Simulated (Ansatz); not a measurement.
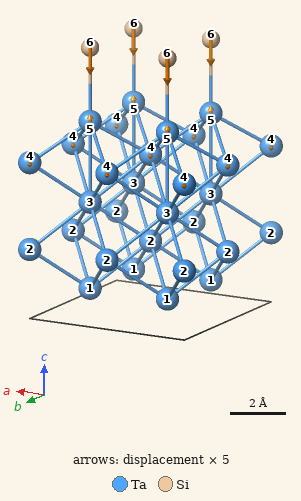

A constrained relaxation of a slab of composition Ta₅Si (cut from the Im-3m phase). The starting structure is drawn; orange arrows show the displacements, magnified 5 times.

A ball-and-stick model of the 2 × 2 repeat of the cell, outlined in the plane, without the vacuum, seen from a free direction.

Case: Si put at a top Ta site. The slab is the (1 0 0) face of Ta with Si on it. 2 atoms are held fixed.

Theory: DFT PBEsol, scalar-relativistic, plane waves, PAW in Ansatz 0.2.0.

The input:
```yaml
crystal:
  lattice:
    - [3.2805195246, 0.0, 0.0]
    - [0.0, 3.2805195246, 0.0]
    - [0.0, 0.0, 25.5610390493]
  atoms:
    - { symbol: Ta, position: [0.5, 0.5, 0.3325373427] }
    - { symbol: Ta, position: [0.0, 0.0, 0.3967076512] }
    - { symbol: Ta, position: [0.5, 0.5, 0.4611411122] }
    - { symbol: Ta, position: [0.0, 0.0, 0.5263369554] }
    - { symbol: Ta, position: [0.5, 0.5, 0.5815099114] }
    - { symbol: Si, position: [0.5, 0.5, 0.6918340651] }
basis:
  ecutwfc: 420
kpoints:
  mp_grid: { grid: [9, 9, 1] }
hamiltonian:
  xc: pbesol
scf:
  occupations: { method: gaussian, width: 0.1 }
output:
  forces: true
  eigenvalues: true
  write_density: true
  write_potential: true
  elf: true
  volumetric_format: npy
relax:
  adjacent_minimum: "off"
  f_tol: 0.03
  max_steps: 70
  constraints: [{ sites: [0, 1] }]
efield:
  axis: 3
  dipole_correction: true
  ramp_width: 0.04
```

Launched with:
```bash
ansatz run input.yaml --threads 1 --pin off --max-ram 2560MiB --backend cpu --events-out ev --progress --plain --runs-dir out
```

Q: Which element moves most?

A: Silicon: up to 0.21 Å, against 0.06 Å for tantalum.

Q: Describe the change and its energy.

A: The energy falls by 0.164 eV per cell of the calculation in 4 geometry steps. Largest force component: 1.4 eV/Å at the start, 0.0028 eV/Å at the end. Si6 moves most: 0.21 Å along the normal (−c). By element the largest moves are Si 0.21 Å, Ta 0.06 Å. The lattice vectors keep their values. Among the contacts that change: Ta5–Si6 2.820 → 2.551 Å, Ta3–Ta5 3.077 → 3.149 Å, Ta4–Ta5 2.715 → 2.765 Å, Ta2–Ta4 3.313 → 3.276 Å. Among the angles between lasting bonds that change: Ta4–Ta5–Ta4 117.4° → 114.0°.

Limits of the set-up: the periodic images lie only 3.3 Å apart, so the values are limited by the cell's size.
